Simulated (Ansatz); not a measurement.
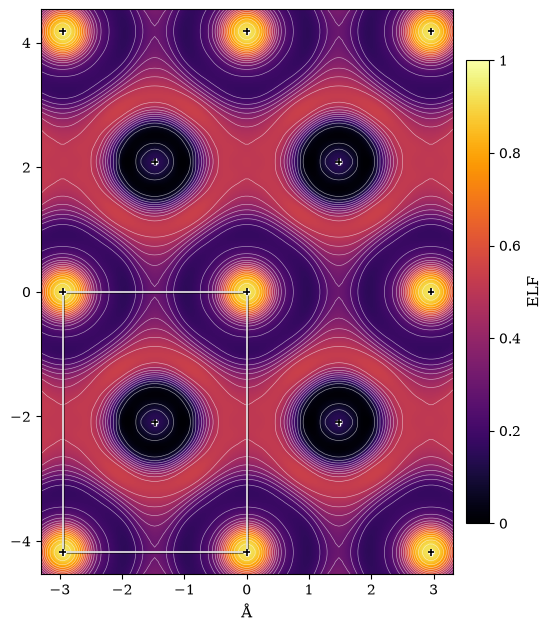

The ELF on a plane through atoms (crosses mark nuclei in the plane).

The calculation used Kohn-Sham DFT of a periodic cell, HSE06, Ansatz PAW in Ansatz 0.2.0.

Candidates:
A. Ge, a = 4.00 Å, b = 4.00 Å, c = 6.60 Å, α = 90.00°, β = 90.00°, γ = 120.00°. Space group P6₃/mmc; a structure from a database of computed crystals, not necessarily the ambient phase.
B. Al, a = 2.79 Å, b = 2.79 Å, c = 4.83 Å, α = 90.00°, β = 90.00°, γ = 120.00°. Space group P6₃/mmc; a structure from a database of computed crystals, not necessarily the ambient phase.
C. AlCu, a = 2.96 Å, b = 2.96 Å, c = 2.96 Å, α = 90.00°, β = 90.00°, γ = 90.00°. Space group Pm-3m; a structure from a database of computed crystals, not necessarily the ambient phase; computed pressure about 3 GPa in this cell.

### Which candidate gave the map?

Candidate C: AlCu on the (11̄0) plane of the conventional cell, which holds Cu and Al. Al–Cu (2.56 Å): the ELF is about 0.40 at the midpoint.
